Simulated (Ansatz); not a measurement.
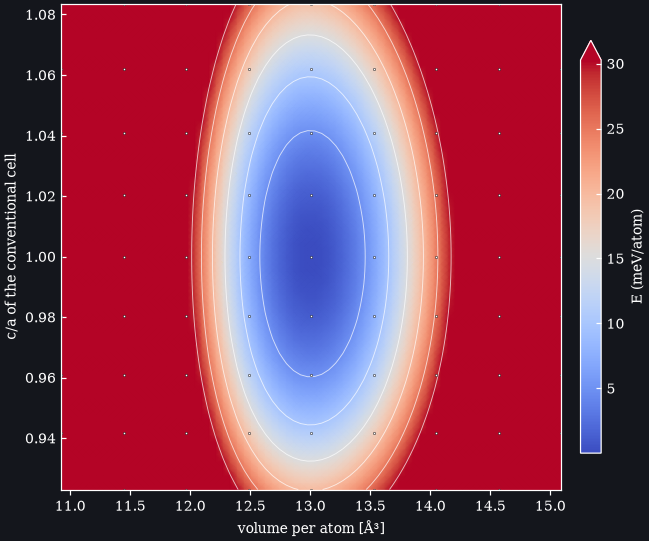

CdF2 (Fm-3m, No. 225; 3 atoms in the cell). 
- The energy is mapped over volume and the cell's shape.
- First axis: volume per atom. Second axis: c/a of the conventional cell.
- Nothing is relaxed (symmetry fixes all fractional coordinates).
- The scan uses a 9 × 9 grid.
- Points are written as (first, second).
- All energies are given in meV/atom relative to the lowest grid point.
- These are results of DFT PBEsol, scalar-relativistic, plane waves, PAW in Ansatz 0.2.0, not measurements. Settings: cutoff 520 eV, k-mesh 8×8×8, gaussian smearing 0.05 eV, no spin polarisation.

The picture shows a smooth colour map with a few white contour lines, dots at the grid points, one colour for all values above the top of the scale. Between grid points the surface is interpolated.

### Estimate the position of the minimum and the force constants in these coordinates.

The interpolated minimum is at volume per atom ≈ 13.01 Å³, c/a of the conventional cell ≈ 1.000. The curvatures there are about 0.16 eV/(Å³)² and 18 eV, with a cross term of about 0 eV/Å³ (per cell of 3 atoms). Round the minimum the two coordinates are nearly uncoupled.
